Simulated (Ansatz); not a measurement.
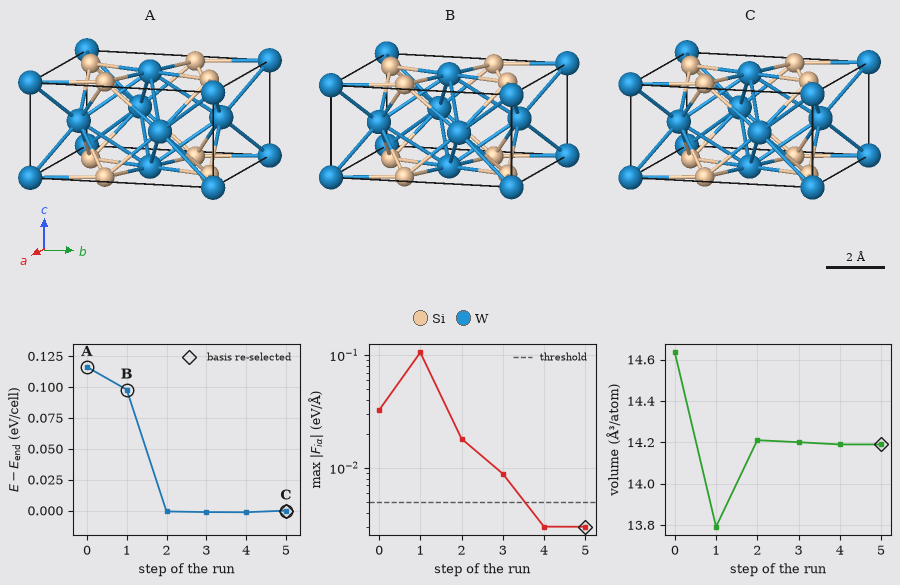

Frames of a relaxation of a crystal of Si2W3 (set up in P4/mbm), marked on the history of the run. The picture is a ball-and-stick view of the cell of the calculation, seen slightly off an axis.

Computed with DFT PBEsol, scalar-relativistic, plane waves, PAW (Ansatz).

Input file:
```yaml
crystal:
  lattice:
    - [6.615847, 0.0, 0.0]
    - [0.0, 6.615847, 0.0]
    - [0.0, 0.0, 3.343505]
  atoms:
    - { symbol: Si, position: [0.133998, 0.633998, 0.0] }
    - { symbol: Si, position: [0.866002, 0.366002, 0.0] }
    - { symbol: Si, position: [0.633998, 0.866002, 0.0] }
    - { symbol: Si, position: [0.366002, 0.133998, 0.0] }
    - { symbol: W, position: [0.5, 0.5, 0.0] }
    - { symbol: W, position: [0.0, 0.0, 0.0] }
    - { symbol: W, position: [0.659841, 0.159841, 0.5] }
    - { symbol: W, position: [0.340159, 0.840159, 0.5] }
    - { symbol: W, position: [0.159841, 0.340159, 0.5] }
    - { symbol: W, position: [0.840159, 0.659841, 0.5] }
basis:
  ecutwfc: 420
kpoints:
  mp_grid: { grid: [6, 6, 10] }
hamiltonian:
  xc: pbesol
scf:
  occupations: { method: gaussian, width: 0.1 }
output:
  forces: true
  stress: true
  eigenvalues: true
  write_density: true
  write_potential: true
  elf: true
  volumetric_format: npy
relax:
  adjacent_minimum: "off"
  f_tol: 0.005
  max_steps: 80
  cell: { stress_tol: 0.05 }
```

Run as
```bash
ansatz run input.yaml --threads 2 --pin off --max-ram 5120MiB --backend cpu --events-out ev --progress --plain --runs-dir out
```

What happens along the run?

Answer. The energy falls by 0.116 eV per cell of the calculation in 4 accepted moves (5 points after the start). Largest force component: 0.033 eV/Å at the start, 0.003 eV/Å at the end. The pressure goes from −7.67 to 0.00 GPa. At 1 point the geometry stayed and the basis and grid were re-selected for the new cell (energy shift of 1.3 meV per cell of the calculation at most each time). The atoms keep their places relative to the cell (all moves are under 0.005 Å). The drawn cell changes as follows: a = b 6.616 → 6.582 Å (−0.5 %), c 3.344 → 3.275 Å (−2.1 %); the volume changes by −3.0 %. Near-neighbour distances that change, for instance: Si1–W8 2.553 → 2.522 Å, W5–W10 2.996 → 2.967 Å, Si1–W10 2.570 → 2.540 Å, W7–W8 2.991 → 2.976 Å. The space group stays P4/mbm (No. 127). Cost: 43 s on 2 threads of AMD EPYC 9R45 96-Core Processor (Zen 5) (shared host), peak memory 0.76 GiB. From step 0 to 1: volume −5.8 %, energy −18.3 meV per cell of the calculation. From step 1 to 5: volume +2.9 %, energy −97.9 meV per cell of the calculation.

```
step  E − E(0), meV/atom  largest force component, eV/Å  pressure, GPa  volume, Å³/atom                      note
   0                0.00                         0.0326          -7.67           14.634                          
   1               -1.83                         0.1058           8.15           13.792                          
   2              -11.69                         0.0182          -0.37           14.210                          
   3              -11.74                         0.0089          -0.21           14.201                          
   4              -11.75                         0.0030           0.01           14.190                          
   5              -11.62                         0.0030           0.00           14.190  same geometry, new basis
```
